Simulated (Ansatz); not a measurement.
Input

```
crystal:
  lattice:
    - [0.1311738654, 3.0432236246, 3.0432236246]
    - [3.0432236246, 0.1311738654, 3.0432236246]
    - [3.0432236246, 3.0432236246, 0.1311738654]
  atoms:
    - { symbol: Sn, position: [0.0, 0.0, 0.0] }
    - { symbol: Se, position: [0.5, 0.5, 0.5] }
kpoints:
  mp_grid: { grid: [8, 8, 8] }
  band_path:
    path:
      - [0.0, 0.0, 0.0]
      - [0.5, 0.0, 0.5]
      - [0.625, 0.25, 0.625]
      - [0.375, 0.375, 0.75]
      - [0.5, 0.5, 0.5]
      - [0.5, 0.25, 0.75]
      - [0.5, 0.475, 0.525]
      - [0.460937, 0.462321, -0.484375]
      - [-0.040853, 0.03125, 0.487712]
    npoints: 1
hamiltonian:
  xc: r2scan
scf:
  occupations: { method: fermi_dirac, width: 0.02 }
  n_extra_bands: 8
magnetization:
  noncollinear: true
  spin_orbit: true
output:
  forces: true
  stress: true
  eigenvalues: true
  write_density: true
  write_potential: true
  elf: true
  volumetric_format: npy
```

Below, planes, directions and counts refer to the conventional cell (a = 4.12 Å, b = 4.12 Å, c = 10.77 Å, α = 90.00°, β = 90.00°, γ = 120.00°).

Space group R-3m; started from the rocksalt prototype, which need not be the ambient phase; changed on purpose from its base cell (epitaxial 111 strain -3.0%).

The calculation used Ansatz 0.2.0, DFT, r2SCAN with spin-orbit coupling, plane waves, PAW.

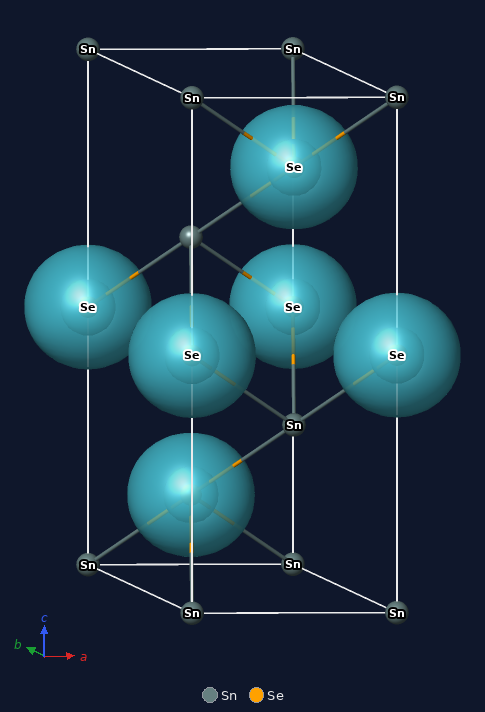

SnSe. Isosurface of the ELF at 0.65 (cyan), seen at an oblique angle. Only the valence region is drawn (cores and ρ < 0.01 e/Å³ removed). Sticks mark near contacts.

Core electrons are frozen (PAW), and the valence fields are smoothed inside the atomic spheres.

> Describe the localisation domains.

At this value the surface marks out three regions wrapped around Se (the valence shell of each), counted in one cell of 6 atoms. Any copies at cell faces, edges or corners count once. Profiles from the grid: Sn–Se (2.98 Å): the ELF is about 0.40 at the midpoint and 0.30 at its lowest between the atoms.
